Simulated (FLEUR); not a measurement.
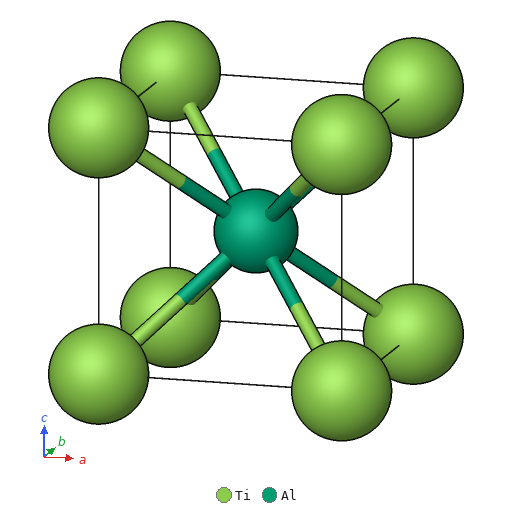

System: TiAl, space group Pm-3m (No. 221). The picture shows the conventional cell.

The given structure:
```
CELL_PARAMETERS angstrom
3.17906 0.00000 0.00000
0.00000 3.17906 0.00000
0.00000 0.00000 3.17906
ATOMIC_POSITIONS crystal
Ti 0.00000 0.00000 0.00000
Al 0.50000 0.50000 0.50000
```

How it was computed, with FLEUR MaX-R8.1 (later development tree): all-electron LAPW DFT, no spin polarisation; energies at scaled volumes of the given cell, shape and fractions fixed, counted from the fit's minimum, third-order Birch-Murnaghan fit. Level: LDA.

- k mesh: 8×8×8
- occupations: Fermi–Dirac
- smearing width: 0.05 eV
- potentials: all electron
- program settings: basis FLAPW, kmax 4.47 1/bohr

Predict the energy against volume. The volume takes the values 15.10, 15.42, 16.06, 16.71, 17.03 Å³/atom.

A third-order Birch–Murnaghan fit gives V0 = 15.24 Å³/atom, B0 = 126 GPa and B′ = 4.0. The energy rises from 0.54 meV/atom at volume 15.10 Å³/atom to 67.89 meV/atom at 17.03 Å³/atom.

```
volume (Å³/atom)  energy (meV/atom)
           15.10               0.54
           15.42               0.80
           16.06              15.83
           16.71              47.14
           17.03              67.89
```

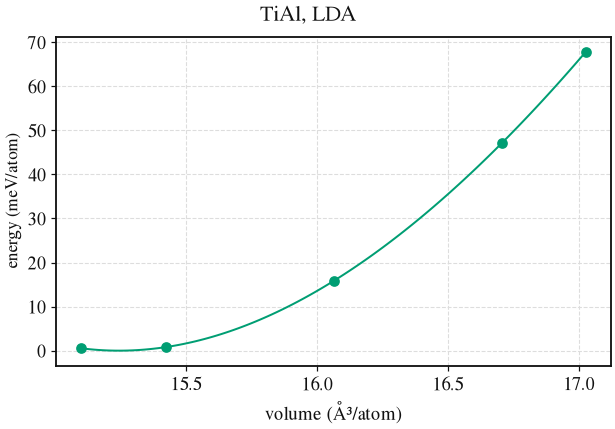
